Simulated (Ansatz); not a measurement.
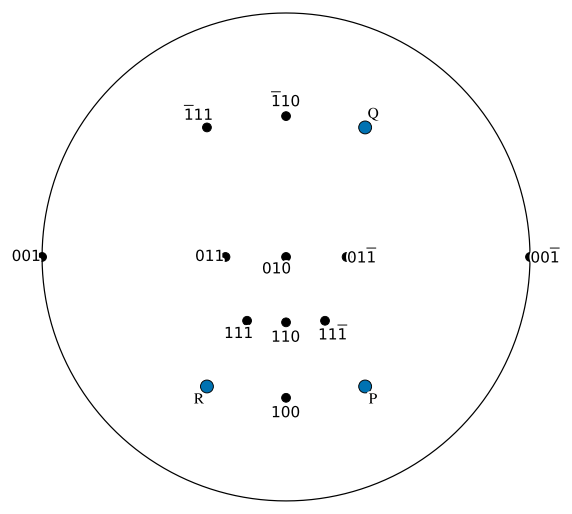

Stereographic projection of plane normals (upper hemisphere) centred on (0 1 0). Crystal: Cu, coordinates from a relaxation with DFT, PBE, plane waves (420 eV) with PAW, scalar-relativistic (Ansatz 0.2.0); the starting structure was generated, so it need not be a known form of this composition. Symmetry computed with spglib at a tolerance of 0.002 Å; standard conventional cell.

a = 2.566 Å, b = 2.566 Å, c = 4.202 Å, α = 90.00°, β = 90.00°, γ = 120.00°.

Index the poles marked P, Q, R.

Answer. P is (1 0 −1), in four indices (1 0 −1 −1), 63.8° from the centre; Q is (−1 1 −1), in four indices (−1 1 0 −1), 63.8° from the centre; R is (1 0 1), in four indices (1 0 −1 1), 63.8° from the centre.

What is the angle between the normals of (1 0 −1) and (0 1 0), and what are their d_hkl = 1/|g|?

Answer. 63.8°; d = 1.965 Å and 2.222 Å.
